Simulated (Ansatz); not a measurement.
```
Zn
1.0
     3.13807    0.00000    0.00000
     0.00000    3.13807    0.00000
     0.00000    0.00000    3.13807
Zn
2
Direct
  0.00000 0.00000 0.00000
  0.50000 0.50000 0.50000
```

Space group Im-3m; the calculation finds a residual pressure of about −8 GPa at this fixed cell. This isn't the usual form at ambient conditions. The cell comes from a database of computed structures, not from a measurement.

Level of theory: DFT LDA, scalar-relativistic, plane waves, PAW (Ansatz).

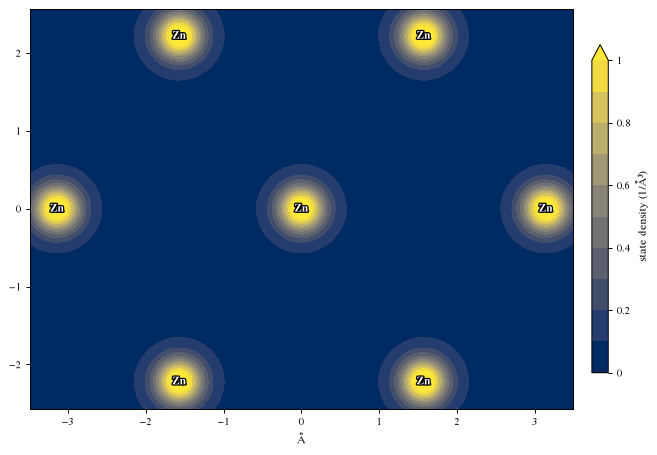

Zn. Density of the Kohn–Sham states from −6.9 to −3.4 eV about the Fermi level (the middle third of the occupied valence band), scaled to one electron a cell: a map on the (011̄) plane of the conventional cell.

Core electrons are frozen (PAW), so the fields are smoothed inside the atomic spheres.

Describe these states.

Löwdin projections on the PAW files' atomic orbitals give Zn 4s (75 %) and Zn 3d (25 %).
